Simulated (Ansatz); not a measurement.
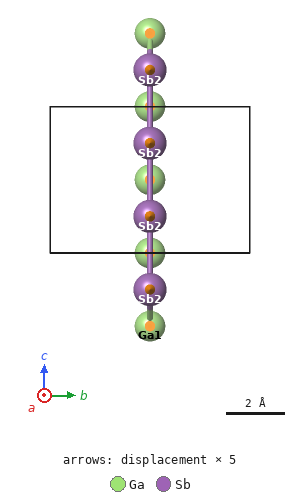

This is a relaxation of a wire of composition GaSb. The starting structure is drawn; orange arrows show the displacements (the part carried along by the change of the cell is left out), magnified 5 times.

Style: ball-and-stick. Shown: the 2 repeat of the cell, with the vacuum cut short, along the a axis.

Case: strip chain of atoms.

Level of theory: DFT PBE, scalar-relativistic, plane waves, PAW in Ansatz.

Input file:
```yaml
crystal:
  lattice:
    - [11.2, 0.0, 0.0]
    - [0.0, 9.3, 0.0]
    - [0.0, 0.0, 2.5669012757]
  atoms:
    - { symbol: Ga, position: [0.4027033715, 0.5, 0.0], spin: 0.5 }
    - { symbol: Sb, position: [0.5972966285, 0.5, 0.5], spin: 0.5 }
basis:
  ecutwfc: 420
kpoints:
  mp_grid: { grid: [1, 1, 25] }
hamiltonian:
  xc: pbe
scf:
  occupations: { method: gaussian, width: 0.05 }
output:
  forces: true
  stress: true
  eigenvalues: true
  populations: true
  write_density: true
  write_potential: true
  elf: true
  volumetric_format: npy
magnetization:
  spin_polarized: true
relax:
  adjacent_minimum: "off"
  f_tol: 0.01
  max_steps: 45
  cell: { fix: [a, b, alpha, beta, gamma], stress_tol: 0.03 }
```

Launched with:
```bash
ansatz run input.yaml --threads 2 --pin off --max-ram 5120MiB --backend cpu --events-out ev --progress --plain --runs-dir out
```

Q: What happened in the run?

A: The largest moves relative to the layer's centre, 0.17 Å, are those of Ga1 and Sb2. By element the largest moves are Ga 0.17 Å, Sb 0.17 Å. Along the periodic axis the drawn cell goes c 5.134 → 5.813 Å (+13.2 %). Among the contacts that change: Ga1–Sb2 2.529 → 2.902 Å, Sb2–Sb2 2.567 → 2.906 Å, Ga1–Ga1 2.567 → 2.906 Å. Over 5 accepted moves (7 points after the start) the energy falls by 1.075 eV per cell of the calculation. The largest force component goes from 3.4 to 0.00032 eV/Å. At 2 points the geometry stayed and the basis and grid were re-selected for the new cell (energy shift of 3.3 meV per cell of the calculation at most each time). The program noted that the starting moments weren't kept. The run may lie on a higher electronic state than the lowest, so the end point isn't shown to be the ground-state structure. The run took 49 s on 2 threads of AMD EPYC 9R45 (Zen 5), on a shared host, peak memory 0.63 GiB.

Limits of the set-up: the k-point mesh is coarse for a cell with partly filled bands.
